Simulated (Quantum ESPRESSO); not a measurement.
## PbF2: relaxation of cell and atoms (part 2 of 4)

Continued. System: PbF2 (Fm-3m, 3 atoms in the cell). Method: Kohn-Sham DFT of a periodic cell, SOGGA with D2, spin-orbit coupling, PseudoDojo 0.4 FR PBE standard, no spin polarisation (Quantum ESPRESSO 7.5); cutoff 1142.88 eV, 4×4×4 k-mesh, fermi-dirac of 0.025 eV. The structure derives from an entry of the Crystallography Open Database.

Geometry of the input (Å; fractional positions):
```
0.0000  2.9637  2.9637
2.9637  0.0000  2.9637
2.9637  2.9637  0.0000
Pb 0.0000  0.0000  0.0000
F  0.7500  0.7500  0.7500
F  0.2500  0.2500  0.2500
```

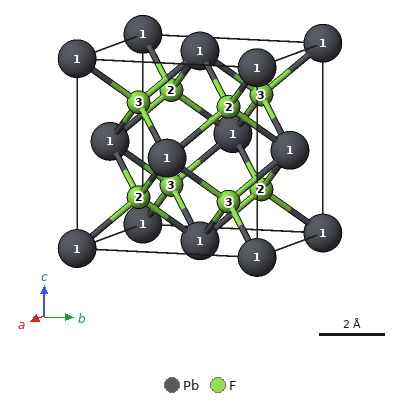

**Figure 1.** The structure (ball-and-stick view of the cell 4 times as large as that of the calculation, set on its symmetry axes, seen slightly off an axis; atoms are numbered from 1 in the order of the input).

Output, continued:
```
   -15.4039 -15.4039 -15.2072 -15.2072 -10.1241 -10.1241 -10.0622 -10.0622
    -7.5934  -7.5934  -7.5502  -7.5502  -7.4837  -7.4837  -0.5673  -0.5673
     2.1540   2.1540   2.5746   2.5746   2.7215   2.7215   3.3750   3.3750
     3.7861   3.7861   5.3214   5.3214  10.4005  10.4005  12.1159  12.1159
    13.4585  13.4585  17.1046  17.1046  19.2521  19.2521  20.9705  20.9705
    22.6634  22.6635

          k =-0.7119 0.0000 0.0000 (  4568 PWs)   bands (ev):

   -15.3539 -15.3539 -15.2386 -15.2386 -10.1178 -10.1178 -10.0302 -10.0302
    -7.5817  -7.5817  -7.5312  -7.5312  -7.4352  -7.4352  -1.0285  -1.0285
     1.6836   1.6836   1.8366   1.8366   3.8551   3.8551   3.8794   3.8794
     3.9123   3.9123   5.4385   5.4385   9.4827   9.4827  12.8362  12.8362
    14.0293  14.0293  14.3893  14.3893  19.6883  19.6883  22.3523  22.3523
    22.6957  22.6957

          k =-0.7119 0.3560-0.0000 (  4540 PWs)   bands (ev):

   -15.2970 -15.2970 -15.2961 -15.2961 -10.0965 -10.0965 -10.0528 -10.0528
    -7.5641  -7.5641  -7.5113  -7.5113  -7.4774  -7.4774  -0.9800  -0.9800
     1.5836   1.5836   2.6322   2.6322   2.7444   2.7444   3.8150   3.8150
     3.9487   3.9487   5.5890   5.5890  10.5265  10.5265  12.0309  12.0309
    13.1418  13.1418  15.6523  15.6523  20.0646  20.0646  21.7409  21.7409
    21.7582  21.7582

     the Fermi energy is     8.5721 ev

!    total energy              =    -238.27701416 Ry
     estimated scf accuracy    <          2.1E-10 Ry
     smearing contrib. (-TS)   =       0.00000000 Ry
     internal energy E=F+TS    =    -238.27701416 Ry

     The total energy is F=E-TS. E is the sum of the following terms:
     one-electron contribution =     -75.79129255 Ry
     hartree contribution      =      57.40690949 Ry
     xc contribution           =     -60.81401147 Ry
     ewald contribution        =    -159.01947666 Ry
     Dispersion Correction     =      -0.05914298 Ry

     convergence has been achieved in   6 iterations

     Forces acting on atoms (cartesian axes, Ry/au):

     atom    1 type  1   force =     0.00000000    0.00000000   -0.00000000
     atom    2 type  2   force =    -0.00000000    0.00000000   -0.00000000
     atom    3 type  2   force =    -0.00000000   -0.00000000    0.00000000

     Total force =     0.000000     Total SCF correction =     0.000000

     Computing stress (Cartesian axis) and pressure

          total   stress  (Ry/bohr**3)                   (kbar)     P=      -24.20
  -0.00016449   0.00000000   0.00000000          -24.20        0.00        0.00
   0.00000000  -0.00016449   0.00000000            0.00      -24.20        0.00
   0.00000000   0.00000000  -0.00016449            0.00        0.00      -24.20

     Energy error            =      1.6E-03 Ry
     Gradient error          =      3.7E-31 Ry/Bohr
     Cell gradient error     =      2.4E+01 kbar

     number of scf cycles    =   2
     number of bfgs steps    =   1

     enthalpy           old  =    -238.2754602577 Ry
     enthalpy           new  =    -238.2770141588 Ry

     CASE: enthalpy          _new < enthalpy          _old

     new trust radius        =       0.0377297105 bohr
     new conv_thr            =            6.0E-12 Ry

     new unit-cell volume =    333.83545 a.u.^3 (    49.46931 Ang^3 )
     density =      8.23053 g/cm^3

CELL_PARAMETERS (angstrom)
   0.000000000   2.913635933   2.913635933
   2.913635933   0.000000000   2.913635933
   2.913635933   2.913635933   0.000000000

ATOMIC_POSITIONS (angstrom)
Pb              -0.0000000000        0.0000000000        0.0000000000
F                4.3704538988        4.3704538988        4.3704538988
F                1.4568179663        1.4568179663        1.4568179663

     NEW-OLD atomic charge density approx. for the potential
     New effective cutoffs (rho, wfc):  347.37   86.84

     Self-consistent Calculation

     iteration #  1     ecut=    84.00 Ry     beta= 0.50
     Davidson diagonalization with overlap
     ethr =  1.00E-06,  avg # of iterations =  5.0

     total energy              =    -238.27771749 Ry
     estimated scf accuracy    <       0.00024968 Ry

     iteration #  2     ecut=    84.00 Ry     beta= 0.50
     Davidson diagonalization with overlap
     ethr =  8.92E-07,  avg # of iterations =  2.2

     total energy              =    -238.27778399 Ry
     estimated scf accuracy    <       0.00006825 Ry

     iteration #  3     ecut=    84.00 Ry     beta= 0.50
     Davidson diagonalization with overlap
     ethr =  2.44E-07,  avg # of iterations =  3.8

     total energy              =    -238.27779488 Ry
     estimated scf accuracy    <       0.00000433 Ry

     iteration #  4     ecut=    84.00 Ry     beta= 0.50
     Davidson diagonalization with overlap
     ethr =  1.55E-08,  avg # of iterations =  2.0

     total energy              =    -238.27779540 Ry
     estimated scf accuracy    <       0.00000016 Ry

     iteration #  5     ecut=    84.00 Ry     beta= 0.50
     Davidson diagonalization with overlap
     ethr =  5.85E-10,  avg # of iterations =  2.0

     total energy              =    -238.27779545 Ry
     estimated scf accuracy    <       0.00000001 Ry

     iteration #  6     ecut=    84.00 Ry     beta= 0.50
     Davidson diagonalization with overlap
     ethr =  4.30E-11,  avg # of iterations =  2.1

     total energy              =    -238.27779545 Ry
     estimated scf accuracy    <          4.7E-10 Ry

     iteration #  7     ecut=    84.00 Ry     beta= 0.50
     Davidson diagonalization with overlap
     ethr =  1.66E-12,  avg # of iterations =  2.0

     total energy              =    -238.27779545 Ry
     estimated scf accuracy    <          2.2E-11 Ry

     iteration #  8     ecut=    84.00 Ry     beta= 0.50
     Davidson diagonalization with overlap
     ethr =  1.00E-13,  avg # of iterations =  2.1

     total energy              =    -238.27779545 Ry
     estimated scf accuracy    <          1.4E-11 Ry

     iteration #  9     ecut=    84.00 Ry     beta= 0.50
     Davidson diagonalization with overlap
     ethr =  1.00E-13,  avg # of iterations =  2.0

     End of self-consistent calculation

          k = 0.0000 0.0000 0.0000 (  4573 PWs)   bands (ev):

   -15.4173 -15.4173 -14.6862 -14.6862  -9.6948  -9.6948  -9.6948  -9.6948
    -7.2184  -7.2184  -7.1446  -7.1446  -7.1446  -7.1446   1.3896   1.3896
     3.2304   3.2304   3.2304   3.2304   3.2523   3.2523   3.6105   3.6105
     3.7827   3.7827   3.7827   3.7827  11.0288  11.0288  13.4462  13.4462
    13.4462  13.4462  16.7706  16.7706  21.1461  21.1461  21.1461  21.1461
    23.4668  23.7140

          k = 0.1798 0.1798-0.1798 (  4576 PWs)   bands (ev):

   -15.2894 -15.2894 -14.8032 -14.8032  -9.6907  -9.6907  -9.6297  -9.6297
    -7.1825  -7.1825  -7.1158  -7.1158  -7.0757  -7.0757   0.4465   0.4465
     2.8471   2.8471   3.0579   3.0579   3.1300   3.1300   3.6388   3.6388
     3.6741   3.6741   5.0787   5.0787  10.8399  10.8399  12.7948  12.7948
    13.9588  13.9588  19.0571  19.0571  20.1921  20.1921  20.2049  20.2049
    21.9380  21.9380

          k =-0.3596-0.3596 0.3596 (  4584 PWs)   bands (ev):

   -15.0815 -15.0815 -14.9932 -14.9932  -9.6869  -9.6869  -9.5706  -9.5706
    -7.1808  -7.1808  -7.0860  -7.0860  -6.9740  -6.9740  -0.1598  -0.1598
     2.5475   2.5475   2.8806   2.8806   3.0342   3.0342   3.5649   3.5649
     3.5970   3.5970   6.0240   6.0240  10.6195  10.6195  13.0068  13.0068
    14.4979  14.4979  19.3358  19.3358  19.7524  19.7524  19.8051  19.8051
    20.5135  20.5135

          k = 0.3596 0.0000 0.0000 (  4584 PWs)   bands (ev):

   -15.2565 -15.2565 -14.8290 -14.8290  -9.6748  -9.6748  -9.6225  -9.6225
    -7.1347  -7.1347  -7.1315  -7.1315  -7.0640  -7.0640   0.1242   0.1242
     2.4689   2.4689   2.5884   2.5884   3.6898   3.6898   3.9825   3.9825
     4.0515   4.0515   4.9797   4.9797  10.4977  10.4977  12.9146  12.9146
    14.0999  14.0999  17.2343  17.2343  21.6931  21.6931  21.7143  21.7143
    21.9522  21.9522

          k =-0.1798-0.5394 0.5394 (  4560 PWs)   bands (ev):

   -15.0931 -15.0931 -14.9697 -14.9697  -9.6561  -9.6561  -9.5786  -9.5786
    -7.1299  -7.1299  -7.0773  -7.0773  -6.9933  -6.9933  -0.4845  -0.4845
     2.1801   2.1801   2.3969   2.3969   3.5453   3.5453   3.9837   3.9837
     4.0065   4.0065   5.9473   5.9473  10.6816  10.6816  12.8248  12.8248
    14.1836  14.1836  16.3741  16.3741  21.0436  21.0436  21.8201  21.8201
    22.7418  22.7418

          k = 0.0000-0.3596 0.3596 (  4564 PWs)   bands (ev):

   -15.1431 -15.1431 -14.9291 -14.9291  -9.6632  -9.6632  -9.5928  -9.5928
    -7.1401  -7.1401  -7.0892  -7.0892  -7.0151  -7.0151  -0.2532  -0.2532
     2.4092   2.4092   2.8393   2.8393   2.9905   2.9905   3.6826   3.6826
     4.1039   4.1039   5.7995   5.7995  10.9189  10.9189  12.6539  12.6539
    14.0418  14.0418  17.6092  17.6092  19.7870  19.7870  21.6511  21.6511
    23.2784  23.2784

          k =-0.7192 0.0000 0.0000 (  4568 PWs)   bands (ev):

   -15.0873 -15.0873 -14.9640 -14.9640  -9.6558  -9.6558  -9.5568  -9.5568
    -7.1257  -7.1257  -7.0688  -7.0688  -6.9594  -6.9594  -0.7507  -0.7507
     1.9080   1.9080   2.0664   2.0664   4.1804   4.1804   4.1965   4.1965
     4.2394   4.2394   5.9410   5.9410   9.9774   9.9774  13.4340  13.4340
    14.6402  14.6402  14.8037  14.8037  20.3107  20.3107  22.8430  22.8430
    23.2795  23.2795

          k =-0.7192 0.3596 0.0000 (  4540 PWs)   bands (ev):

   -15.0263 -15.0263 -15.0257 -15.0257  -9.6317  -9.6317  -9.5824  -9.5824
    -7.1054  -7.1054  -7.0449  -7.0449  -7.0094  -7.0094  -0.6999  -0.6999
     1.8069   1.8069   2.9023   2.9023   3.0169   3.0169   4.1286   4.1286
     4.2785   4.2785   6.0963   6.0963  11.0709  11.0709  12.5773  12.5773
    13.6725  13.6725  16.1540  16.1540  20.6256  20.6256  22.3410  22.3410
    22.3481  22.3481

     the Fermi energy is     9.1022 ev

!    total energy              =    -238.27779545 Ry
     estimated scf accuracy    <          5.8E-13 Ry
     smearing contrib. (-TS)   =      -0.00000000 Ry
     internal energy E=F+TS    =    -238.27779545 Ry

     The total energy is F=E-TS. E is the sum of the following terms:
     one-electron contribution =     -73.24208656 Ry
     hartree contribution      =      56.53028581 Ry
     xc contribution           =     -60.85206527 Ry
     ewald contribution        =    -160.65297368 Ry
     Dispersion Correction     =      -0.06095574 Ry

     convergence has been achieved in   9 iterations

     Forces acting on atoms (cartesian axes, Ry/au):

     atom    1 type  1   force =     0.00000000    0.00000000    0.00000000
     atom    2 type  2   force =    -0.00000000    0.00000000    0.00000000
     atom    3 type  2   force =    -0.00000000   -0.00000000    0.00000000

     Total force =     0.000000     Total SCF correction =     0.000000

     Computing stress (Cartesian axis) and pressure

          total   stress  (Ry/bohr**3)                   (kbar)     P=        2.91
   0.00001977   0.00000000  -0.00000000            2.91        0.00       -0.00
  -0.00000000   0.00001977   0.00000000           -0.00        2.91        0.00
  -0.00000000   0.00000000   0.00001977           -0.00        0.00        2.91

     Energy error            =      7.8E-04 Ry
     Gradient error          =      1.9E-30 Ry/Bohr
     Cell gradient error     =      2.9E+00 kbar

     number of scf cycles    =   3
     number of bfgs steps    =   2

     enthalpy           old  =    -238.2770141588 Ry
     enthalpy           new  =    -238.2777954498 Ry

     CASE: enthalpy          _new < enthalpy          _old

     new trust radius        =       0.0039555357 bohr
     new conv_thr            =            6.0E-12 Ry

     new unit-cell volume =    334.92071 a.u.^3 (    49.63013 Ang^3 )
     density =      8.20386 g/cm^3

CELL_PARAMETERS (angstrom)
   0.000000000   2.916789807   2.916789807
   2.916789807   0.000000000   2.916789807
   2.916789807   2.916789807   0.000000000

ATOMIC_POSITIONS (angstrom)
Pb              -0.0000000000        0.0000000000        0.0000000000
F                4.3751847101        4.3751847101        4.3751847101
F                1.4583949034        1.4583949034        1.4583949034

     NEW-OLD atomic charge density approx. for the potential
     New effective cutoffs (rho, wfc):  346.62   86.66

     Self-consistent Calculation

     iteration #  1     ecut=    84.00 Ry     beta= 0.50
     Davidson diagonalization with overlap
     ethr =  1.00E-06,  avg # of iterations =  2.0

     Threshold (ethr) on eigenvalues was too large:
     Diagonalizing with lowered threshold

     Davidson diagonalization with overlap
     ethr =  1.01E-08,  avg # of iterations =  2.4

     total energy              =    -238.27780472 Ry
     estimated scf accuracy    <       0.00000264 Ry

     iteration #  2     ecut=    84.00 Ry     beta= 0.50
     Davidson diagonalization with overlap
     ethr =  9.44E-09,  avg # of iterations =  2.0

     total energy              =    -238.27780541 Ry
     estimated scf accuracy    <       0.00000070 Ry

     iteration #  3     ecut=    84.00 Ry     beta= 0.50
     Davidson diagonalization with overlap
     ethr =  2.50E-09,  avg # of iterations =  2.0

     total energy              =    -238.27780552 Ry
     estimated scf accuracy    <       0.00000005 Ry

     iteration #  4     ecut=    84.00 Ry     beta= 0.50
     Davidson diagonalization with overlap
     ethr =  1.72E-10,  avg # of iterations =  2.0

     total energy              =    -238.27780553 Ry
     estimated scf accuracy    <          1.7E-09 Ry

     iteration #  5     ecut=    84.00 Ry     beta= 0.50
     Davidson diagonalization with overlap
     ethr =  6.20E-12,  avg # of iterations =  2.0

     total energy              =    -238.27780553 Ry
     estimated scf accuracy    <          1.3E-10 Ry

     iteration #  6     ecut=    84.00 Ry     beta= 0.50
     Davidson diagonalization with overlap
     ethr =  4.82E-13,  avg # of iterations =  2.1

     End of self-consistent calculation

          k = 0.0000 0.0000 0.0000 (  4573 PWs)   bands (ev):

   -15.4428 -15.4428 -14.7183 -14.7183  -9.7436  -9.7436  -9.7436  -9.7436
    -7.2655  -7.2655  -7.1931  -7.1931  -7.1931  -7.1931   1.3379   1.3379
     3.1987   3.1987   3.1987   3.1987   3.2197   3.2197   3.5785   3.5785
     3.7504   3.7504   3.7504   3.7504  10.9742  10.9742  13.3903  13.3903
    13.3903  13.3903  16.7102  16.7102  21.0865  21.0865  21.0865  21.0865
    23.4012  23.6382

          k = 0.1796 0.1796-0.1796 (  4576 PWs)   bands (ev):

   -15.3160 -15.3160 -14.8342 -14.8342  -9.7396  -9.7396  -9.6794  -9.6794
    -7.2303  -7.2303  -7.1648  -7.1648  -7.1250  -7.1250   0.4068   0.4068
     2.8177   2.8177   3.0275   3.0275   3.0996   3.0996   3.6060   3.6060
     3.6418   3.6418   5.0333   5.0333  10.7856  10.7856  12.7383  12.7383
    13.8991  13.8991  18.9911  18.9911  20.1331  20.1331  20.1460  20.1460
    21.8697  21.8697

          k =-0.3592-0.3592 0.3592 (  4584 PWs)   bands (ev):

   -15.1099 -15.1099 -15.0226 -15.0226  -9.7358  -9.7358  -9.6211  -9.6211
    -7.2286  -7.2286  -7.1354  -7.1354  -7.0247  -7.0247  -0.1946  -0.1946
     2.5207   2.5207   2.8521   2.8521   3.0053   3.0053   3.5324   3.5324
     3.5638   3.5638   5.9715   5.9715  10.5660  10.5660  12.9463  12.9463
    14.4337  14.4337  19.2778  19.2778  19.6938  19.6938  19.7465  19.7465
    20.4412  20.4412

          k = 0.3592 0.0000-0.0000 (  4584 PWs)   bands (ev):

   -15.2835 -15.2835 -14.8598 -14.8598  -9.7239  -9.7239  -9.6723  -9.6723
    -7.1833  -7.1833  -7.1799  -7.1799  -7.1135  -7.1135   0.0877   0.0877
     2.4416   2.4416   2.5604   2.5604   3.6569   3.6569   3.9485   3.9485
     4.0173   4.0173   4.9327   4.9327  10.4452  10.4452  12.8561  12.8561
    14.0388  14.0388  17.1792  17.1792  21.6317  21.6317  21.6424  21.6424
    21.8844  21.8844

          k =-0.1796-0.5389 0.5389 (  4560 PWs)   bands (ev):

   -15.1215 -15.1215 -14.9992 -14.9992  -9.7055  -9.7055  -9.6290  -9.6290
    -7.1785  -7.1785  -7.1267  -7.1267  -7.0437  -7.0437  -0.5161  -0.5161
     2.1543   2.1543   2.3704   2.3704   3.5134   3.5134   3.9497   3.9497
     3.9726   3.9726   5.8942   5.8942  10.6267  10.6267  12.7656  12.7656
    14.1203  14.1203  16.3230  16.3230  20.9835  20.9835  21.7487  21.7487
    22.6779  22.6779

          k =-0.0000-0.3592 0.3592 (  4564 PWs)   bands (ev):

   -15.1711 -15.1711 -14.9590 -14.9590  -9.7124  -9.7124  -9.6430  -9.6430
    -7.1885  -7.1885  -7.1385  -7.1385  -7.0652  -7.0652  -0.2867  -0.2867
     2.3817   2.3817   2.8108   2.8108   2.9616   2.9616   3.6494   3.6494
     4.0697   4.0697   5.7479   5.7479  10.8634  10.8634  12.5962  12.5962
    13.9792  13.9792  17.5550  17.5550  19.7297  19.7297  21.5782  21.5782
    23.2124  23.2125

          k =-0.7185-0.0000 0.0000 (  4568 PWs)   bands (ev):

   -15.1159 -15.1159 -14.9934 -14.9934  -9.7051  -9.7051  -9.6075  -9.6075
    -7.1744  -7.1744  -7.1182  -7.1182  -7.0103  -7.0103  -0.7803  -0.7803
     1.8839   1.8839   2.0417   2.0417   4.1454   4.1454   4.1624   4.1624
     4.2042   4.2042   5.8868   5.8868   9.9243   9.9243  13.3699  13.3699
    14.5747  14.5747  14.7593  14.7593  20.2440  20.2440  22.7905  22.7905
    23.2171  23.2171

          k =-0.7185 0.3592-0.0000 (  4540 PWs)   bands (ev):

   -15.0554 -15.0554 -15.0547 -15.0547  -9.6814  -9.6814  -9.6327  -9.6327
    -7.1544  -7.1544  -7.0948  -7.0948  -7.0594  -7.0594  -0.7297  -0.7297
     1.7829   1.7829   2.8732   2.8732   2.9876   2.9876   4.0949   4.0949
     4.2430   4.2430   6.0416   6.0416  11.0125  11.0125  12.5186  12.5186
    13.6160  13.6160  16.0999  16.0999  20.5655  20.5655  22.2770  22.2770
    22.2852  22.2852

     the Fermi energy is     9.0453 ev

!    total energy              =    -238.27780553 Ry
     estimated scf accuracy    <          4.3E-12 Ry
     smearing contrib. (-TS)   =      -0.00000000 Ry
     internal energy E=F+TS    =    -238.27780553 Ry

     The total energy is F=E-TS. E is the sum of the following terms:
     one-electron contribution =     -73.51277275 Ry
     hartree contribution      =      56.62294906 Ry
     xc contribution           =     -60.84794818 Ry
     ewald contribution        =    -160.47926241 Ry
     Dispersion Correction     =      -0.06077125 Ry

     convergence has been achieved in   6 iterations

     Forces acting on atoms (cartesian axes, Ry/au):

     atom    1 type  1   force =    -0.00000000   -0.00000000    0.00000000
     atom    2 type  2   force =     0.00000000   -0.00000000   -0.00000000
     atom    3 type  2   force =     0.00000000    0.00000000    0.00000000

     Total force =     0.000000     Total SCF correction =     0.000000

     Computing stress (Cartesian axis) and pressure

          total   stress  (Ry/bohr**3)                   (kbar)     P=       -0.16
  -0.00000109  -0.00000000  -0.00000000           -0.16       -0.00       -0.00
  -0.00000000  -0.00000109  -0.00000000           -0.00       -0.16       -0.00
  -0.00000000  -0.00000000  -0.00000109           -0.00       -0.00       -0.16
```
